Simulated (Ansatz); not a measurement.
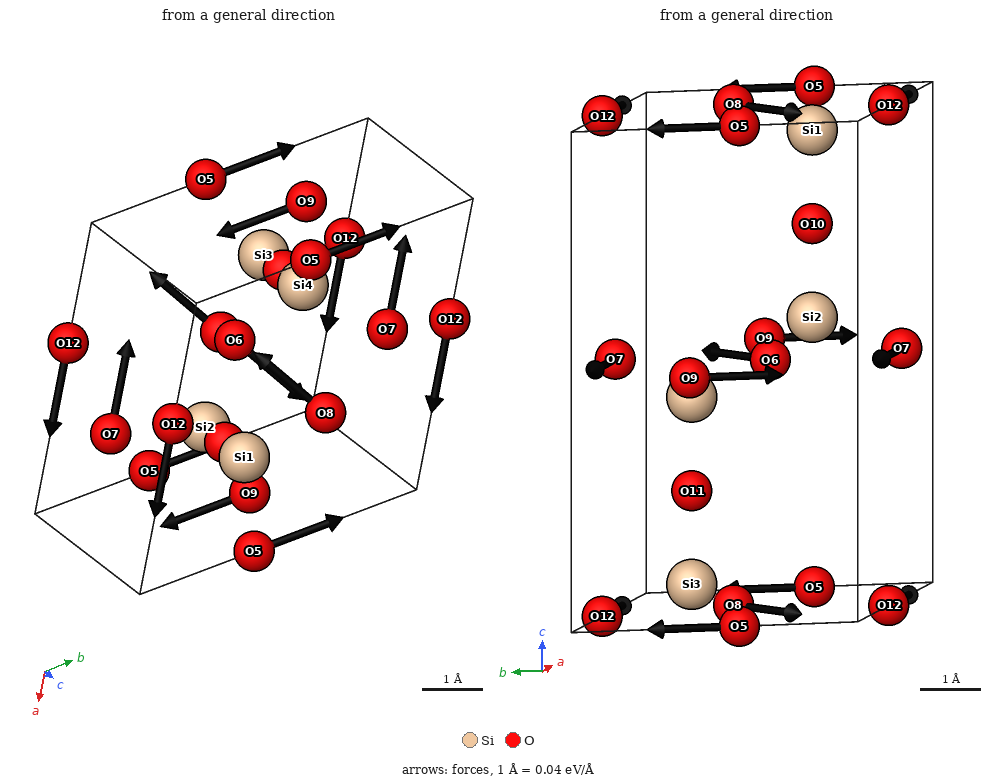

A spheres-only picture of a crystal structure, seen from two general directions. The edges of the simulation cell are marked. The arrows are the computed forces on the atoms.

System: SiO2. The calculation used DFT, HSE06, plane waves, PAW (Ansatz), with an energy cutoff of 420 eV, the zone sampled with 6×6×2 points, no spin polarisation.

**Do the forces show a relaxed structure?**

No. The atoms still feel forces of up to about 0.053 eV/Å, above a usual threshold of 0.01 to 0.03 eV/Å.

Origin of the cell: a structure listed in the Materials Project. Earlier steps of the study, as a rule a relaxation of our own, may have changed the cell and positions, so they can lie some per cent off the listed ones. It was run through Ansatz as a DFT input.
